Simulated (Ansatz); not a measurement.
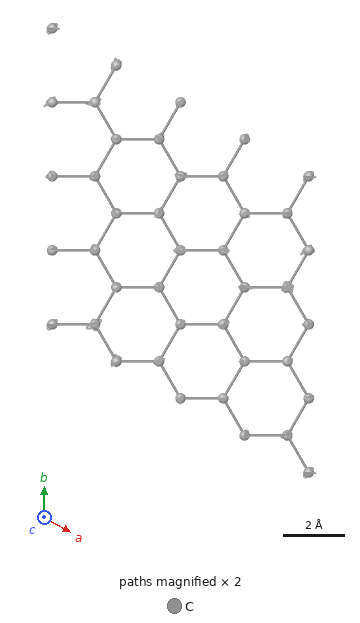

First-principles dynamics of a slab of graphene monolayer (32 atoms in the cell), 160 fs long. Lines trace each atom's path, in the colour of its element; spheres stand at the starting positions. The excursions are magnified 2 times. Seen along the c axis in the simulation cell, with the vacuum cut short.

The calculation used DFT PBE-D3(BJ), scalar-relativistic, plane waves, PAW (Ansatz). Run with plane-wave cutoff 420 eV; k-point mesh 1 × 1 × 1; Fermi-Dirac smearing 0.02 eV; Langevin thermostat (NVT); set temperature 900 K; time step 1 fs; friction 0.005 per fs.

Question: Describe the motion.

Answer: Root-mean-square distances from the starting positions over the second half, with the common drift of all atoms taken out: C 0.14 Å. That is small against the typical shortest distance between atoms in the first frame, about 1.4 Å: the atoms vibrate about their sites and the arrangement holds. The mean temperature in the second half is 678 K (standard deviation 76 K). The potential energy is still drifting at the end, so the run hasn't reached equilibrium. The potential energy in the second half lies on average 86.3 meV per atom above the first frame.

PAW datasets: the set soft_1.
